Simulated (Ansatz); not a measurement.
Consider CdS (Greenockite).

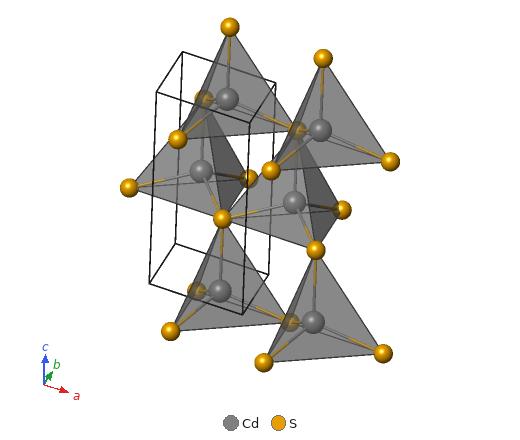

The structure (cadmium grey, sulfur orange). 2×1×1 cells are drawn. Some periodic images of atoms are drawn too.

```
Cd S
1.0
     4.13700    0.00000    0.00000
    -2.06850    3.58275    0.00000
     0.00000    0.00000    6.71440
Cd S
2 2
Direct
  0.66667 0.33333 0.00000
  0.33333 0.66667 0.50000
  0.66667 0.33333 0.37500
  0.33333 0.66667 0.87500
```

The cell and positions come from the Crystallography Open Database and are kept as given unless a step says otherwise. PAW set soft_2, made with PBE.

Gaps computed with Ansatz 0.2.0 without a self-energy: LDA 0.93 eV, PBE 1.22 eV, PBE+SOC 1.20 eV, r2SCAN 1.68 eV, HSE06 2.24 eV and DDH-PBE0 2.32 eV. The mean ε∞ by PBE perturbation theory is 6.01.

What gap should G0W0 on PBE give (6×6×2 mesh, 639 empty bands, screening to 200 eV, default PAW files)?

About 2.02 eV: on its mesh the run moves the gap from 1.22 eV by +0.80 eV. Among the scalar-relativistic levels given, HSE06 is nearest (+0.22 eV). One-shot corrections scale roughly with one over ε∞, here 0.17. Bands and cutoff are finite, so the gap is not at the basis limit. The miss can reach some tenths of an eV and take either sign; the mesh is an error of its own. The 6×6×2 mesh is coarse for this cell (its supercell is 13 Å along the shortest edge). The RPA ε∞ on it, from the PBE start, is 6.97 and 7.13; such meshes misread the long-range screening, most where the gap is narrow. The many-body steps are scalar-relativistic: spin-orbit coupling is not in them.

[Paths, hosts, dates, memory and timing lines, banners, echoed tables and standing remarks are left out of the program output.]

[Logs are printed without paths, hosts, clocks, repeated set-up lines and the standing remarks that a program may print on its own settings, such as how far it seeks lower states.]

[Runs of the session that timed out or met a known fault of the program may be left out.]

[Cells called generated may have been cut or substituted from an entry of the Crystallography Open Database or the Materials Project.]

[Hosts, paths, dates, database ids (printed as entryN), source tags and the programs' standing remarks are cut or masked in the printed files.]
